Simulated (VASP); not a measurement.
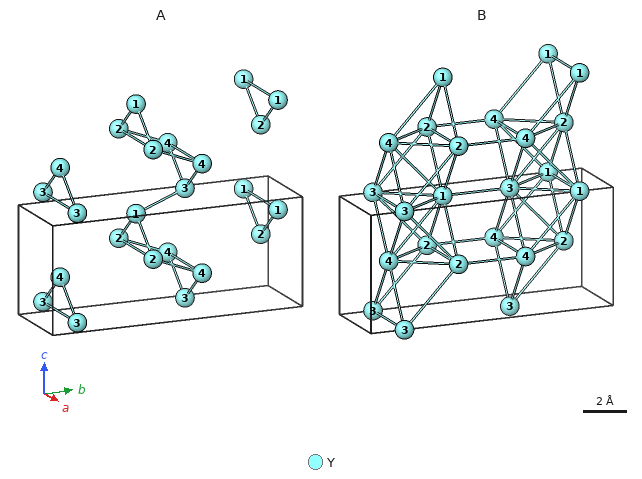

Two geometries of crystalline Y (a generated structure, set up in Cmce), drawn at one scale. One is the start of a relaxation, the other its converged end. The picture is a ball-and-stick view of the conventional cell (2 times the calculation's cell), repeated 1 × 1 × 2 with one cell outlined, seen slightly off an axis. Lengths and directions refer to the drawn axes.

Method: Kohn-Sham DFT of a periodic cell, PBE, VASP PAW PBE potentials, recommended in VASP 6.6.1. Settings: plane-wave cutoff 600 eV; k-point mesh 4 × 4 × 4; occupations gaussian; smearing width 0.1 eV; no spin polarisation.

Q: Which geometry has the lower energy?

A: Structure B is the relaxed one. The run lets cell and atoms move. The largest moves relative to the cell, 0.73 Å, are those of Y1, Y2, Y3 and Y4. Y3 goes along [0 1 −2]. The volume changes by −4.2 %, with a 4.060 → 3.712 Å (−8.6 %), b 12.878 → 12.494 Å (−3.0 %), c 5.372 → 5.799 Å (+7.9 %). Some distances before and after: Y1–Y3 4.515 → 3.350 Å, Y1–Y2 2.660 → 3.444 Å, Y1–Y3 (another image) 2.703 → 3.458 Å, Y1–Y2 (another image) 4.179 → 3.441 Å. New bonds form: Y1–Y2 (4.18 → 3.44 Å), Y1–Y3 (4.51 → 3.35 Å), Y2–Y4 (4.51 → 3.35 Å), Y3–Y4 (4.18 → 3.44 Å). Among the angles between lasting bonds that change: Y2–Y1–Y2 99.5° → 65.2°, Y1–Y1–Y2 139.7° → 122.6°, Y2–Y1–Y3 103.4° → 90.0°. The space group (tolerance 0.01 Å) goes from Cmce (No. 64) to Fmmm (No. 69). The energy falls by 5.630 eV per cell of the calculation in 23 geometry steps. Largest force component: 2.1 eV/Å at the start, 0.027 eV/Å at the end. Pressure: 0.46 GPa at the start and −0.05 GPa at the end. It ran on 1 thread of AMD EPYC 7R43 64-Core Processor (Zen 3), on a shared host.
